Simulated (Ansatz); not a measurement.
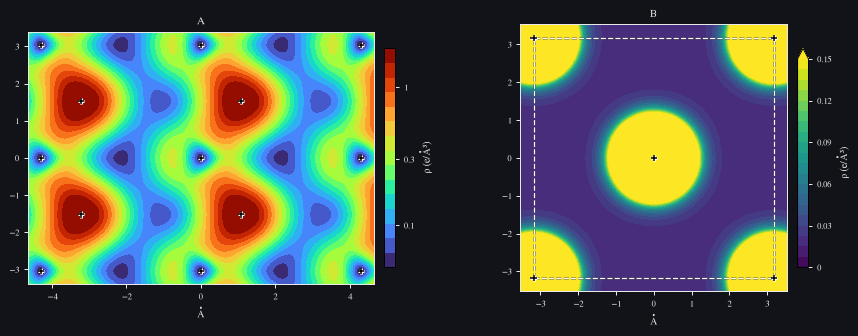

The valence electron density of 2 systems, each on a plane through atoms (crosses mark nuclei in the plane).

Level of theory: DFT, LDA, PAW with Ansatz's default frozen-core files, scalar-relativistic; relaxation of cell and atoms (Ansatz 0.2.0).

System 1: SiC, the (110) plane of the conventional cell. Space group F-43m; computed pressure about 4 GPa in this cell.

```
CELL_PARAMETERS angstrom
4.30483 0.00000 0.00000
0.00000 4.30483 0.00000
0.00000 0.00000 4.30483
ATOMIC_POSITIONS crystal
Si 0.50000 0.00000 0.50000
Si 0.00000 0.00000 0.00000
Si 0.00000 0.50000 0.50000
Si 0.50000 0.50000 0.00000
C 0.25000 0.25000 0.75000
C 0.75000 0.25000 0.25000
C 0.75000 0.75000 0.75000
C 0.25000 0.75000 0.25000
```

System 2: K, the (100) plane of the conventional cell. Space group Fm-3m; computed without spin polarisation.

Match each panel to its system.

Panel A is system 1, SiC: the plane holds Si and C. Si–C (1.86 Å): ρ at the midpoint is about 0.91 e/Å³. Panel B is system 2, K: the plane holds K. K–K (4.50 Å): ρ at the midpoint is about 0.02 e/Å³.
